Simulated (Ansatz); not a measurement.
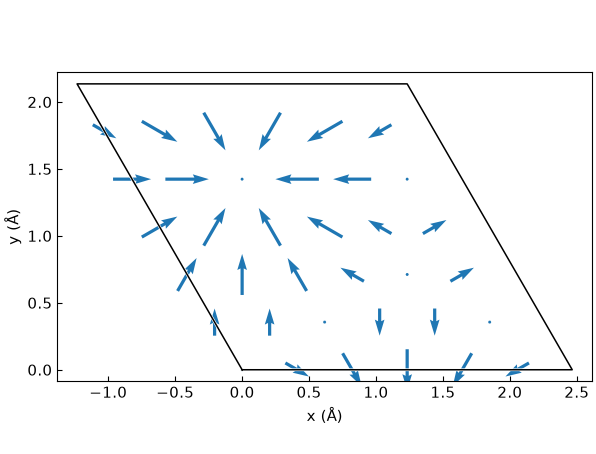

N₂ on a two-dimensional sheet of C (8 atoms of substrate and one adsorbate in a 2 × 2 cell). 
- N2 is moved over the surface cell; relaxed at each place: the height of the adsorbate's atoms; substrate rigid; the origin of the map has the adsorbate above C1.
- Places are given modulo a cell vector. The map is drawn in real space over the plane of the surface.
- The scan uses a 6 × 6 grid; 7 points were computed and 29 follow by symmetry.
- Places are given in fractions of the 1 × 1 surface cell.
- All numbers below come from DFT PBE+D3(BJ), scalar-relativistic, plane waves, PAW (Ansatz). Settings: cutoff 420 eV, k-mesh 6×6×1, gaussian smearing 0.1 eV, no spin polarisation.

The picture shows arrows along the force (downhill), their lengths compressed, the outline of one cell of the plane.

The arrows alone are given. Where is the energy lowest?

The arrows converge at a sixfold hollow, (2/6, 4/6) of the cell vectors (read from the interpolated surface).

The energy map of the same scan:

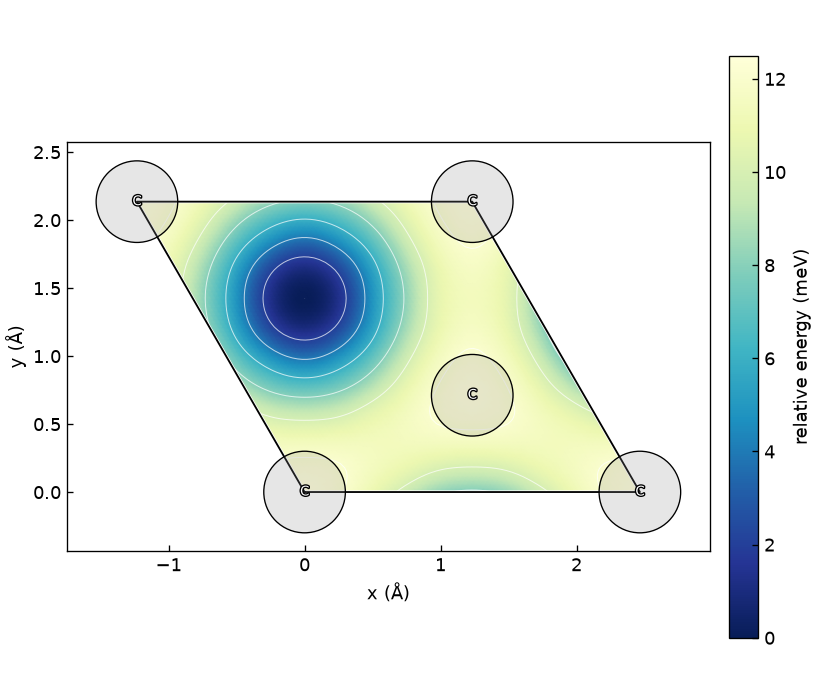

Energies are in meV, from the lowest grid point; between grid points the surface is interpolated.

PAW datasets: the set soft_1.
